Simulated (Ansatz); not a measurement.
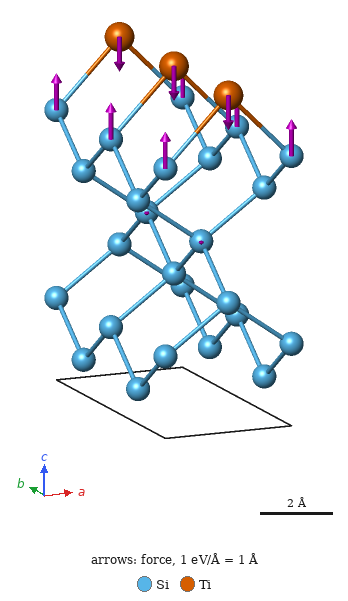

Starting geometry of a slab of composition TiSi6 (cut from the Fd-3m phase) with the computed forces as purple arrows. Style: ball-and-stick. Shown: the 1 × 2 repeat of the cell, outlined in the plane, without the vacuum, slightly off an axis.

Case: Ti put at a bridge Si-Si site. The slab is the (1 0 0) face of Si with Ti on it. 3 atoms are held fixed.

These are results of DFT PBEsol, scalar-relativistic, plane waves, PAW (Ansatz 0.2.0), not measurements.

The input:
```yaml
crystal:
  lattice:
    - [3.8417168286, 0.0, 0.0]
    - [0.0, 3.8417168286, 0.0]
    - [0.0, 0.0, 25.7912600522]
  atoms:
    - { symbol: Si, position: [0.0, 0.5, 0.3295690084] }
    - { symbol: Si, position: [0.0, 0.0, 0.3822322752] }
    - { symbol: Si, position: [0.5, 0.0, 0.4348955421] }
    - { symbol: Si, position: [0.5, 0.5, 0.4872505127] }
    - { symbol: Si, position: [0.0, 0.5, 0.5400001606] }
    - { symbol: Si, position: [0.0, 0.0, 0.5916358895] }
    - { symbol: Ti, position: [0.5, 0.0, 0.6660797125], spin: 2.0 }
basis:
  ecutwfc: 420
kpoints:
  mp_grid: { grid: [8, 8, 1] }
hamiltonian:
  xc: pbesol
scf:
  occupations: { method: gaussian, width: 0.05 }
output:
  forces: true
  eigenvalues: true
  populations: true
  write_density: true
  write_potential: true
  elf: true
  volumetric_format: npy
magnetization:
  spin_polarized: true
relax:
  adjacent_minimum: "off"
  f_tol: 0.03
  max_steps: 70
  constraints: [{ sites: [0, 1, 2] }]
efield:
  axis: 3
  dipole_correction: true
  ramp_width: 0.04
```

Run as
```bash
ansatz run input.yaml --threads 2 --pin off --max-ram 5120MiB --backend cpu --events-out ev --progress --plain --runs-dir out
```

> Is this structure relaxed? If not, where do the atoms go?

It isn't relaxed: the largest force vector, on Si6, is 1.06 eV/Å. The final displacements follow the starting forces only in part (cosine between the two patterns 0.75). The largest move is that of Ti7, 0.29 Å along the normal (−c). By element the largest moves are Ti 0.29 Å, Si 0.03 Å. The cell doesn't change. Near-neighbour distances that change, for instance: Si6–Ti7 2.716 → 2.500 Å, Si5–Si6 2.337 → 2.352 Å, Si4–Si5 2.354 → 2.358 Å. Among the angles between lasting bonds that change: Si6–Ti7–Si6 90.0° → 100.4°, Ti7–Si6–Ti7 90.0° → 100.4°, Si5–Si6–Ti7 113.8° → 111.7°. After 3 geometry steps the energy has fallen by 0.175 eV per cell of the calculation. The largest force component goes from 1.1 to 0.0097 eV/Å. Cost: 67 s on 2 threads of Intel(R) Xeon(R) 6975P-C (Granite Rapids) (shared host), peak memory 0.89 GiB.

Limits of the set-up: the periodic images lie only 3.8 Å apart, so the values are limited by the cell's size.
